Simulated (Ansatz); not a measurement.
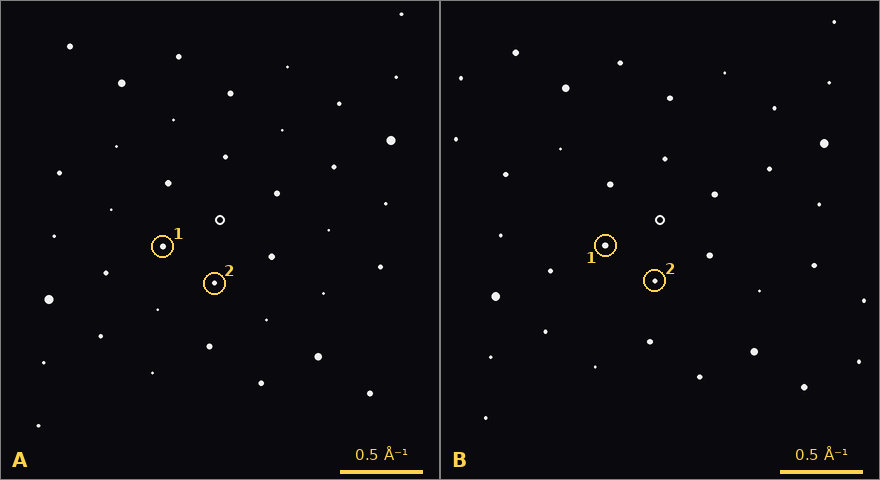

Kinematic electron diffraction patterns (120 kV, B = 0.5 Å², same scale) along [101] of the run's own cell, for the start and the end of one relaxation of TaN with DFT PBE, scalar-relativistic, plane waves, PAW (Ansatz). k mesh 12×12×3. The start is a generated model structure, and the relaxation ends in the nearest stationary point of its symmetry, not necessarily the ground state. Spot 1 is 0 -1 0 and spot 2 is 1 -1 -1 in both.

Start structure:

```yaml
crystal:
  lattice:
    - [3.12987, 0.00000, 0.00000]
    - [-1.56494, 2.71055, 0.00000]
    - [0.00000, 0.00000, 17.77680]
  atoms:
    - { symbol: Ta, position: [0.00000, 0.00000, 0.00000] }
    - { symbol: N, position: [0.66667, 0.33333, 0.07143] }
    - { symbol: Ta, position: [0.33333, 0.66667, 0.14286] }
    - { symbol: N, position: [0.66667, 0.33333, 0.21429] }
    - { symbol: Ta, position: [0.00000, 0.00000, 0.28571] }
    - { symbol: N, position: [0.66667, 0.33333, 0.35714] }
    - { symbol: Ta, position: [0.33333, 0.66667, 0.42857] }
    - { symbol: N, position: [0.00000, 0.00000, 0.50000] }
    - { symbol: Ta, position: [0.66667, 0.33333, 0.57143] }
    - { symbol: N, position: [0.33333, 0.66667, 0.64286] }
    - { symbol: Ta, position: [0.00000, 0.00000, 0.71429] }
    - { symbol: N, position: [0.66667, 0.33333, 0.78571] }
    - { symbol: Ta, position: [0.33333, 0.66667, 0.85714] }
    - { symbol: N, position: [0.66667, 0.33333, 0.92857] }
```

> Which pattern belongs to the start structure, and which to the relaxed one?

B is the start: its cell gives d(1) = 2.711 Å, d(2) = 2.680 Å and an angle of 60.4°. A is the relaxed structure, with d(1) = 2.603 Å (-4.0 %), d(2) = 2.580 Å (-3.7 %) and 60.3°.

> What did the relaxation do to the structure and the energy?

The volume changed by -0.1 % to 10.77 Å³ an atom; with the mean shift removed, the atoms moved by up to 0.11 Å relative to the cell (Ta most); the space group stayed P-3m1 (No. 164); the free energy fell by 110 meV an atom. Relaxed cell: a = 3.006 Å, b = 3.006 Å, c = 19.267 Å, α = 90.00°, β = 90.00°, γ = 120.00°.
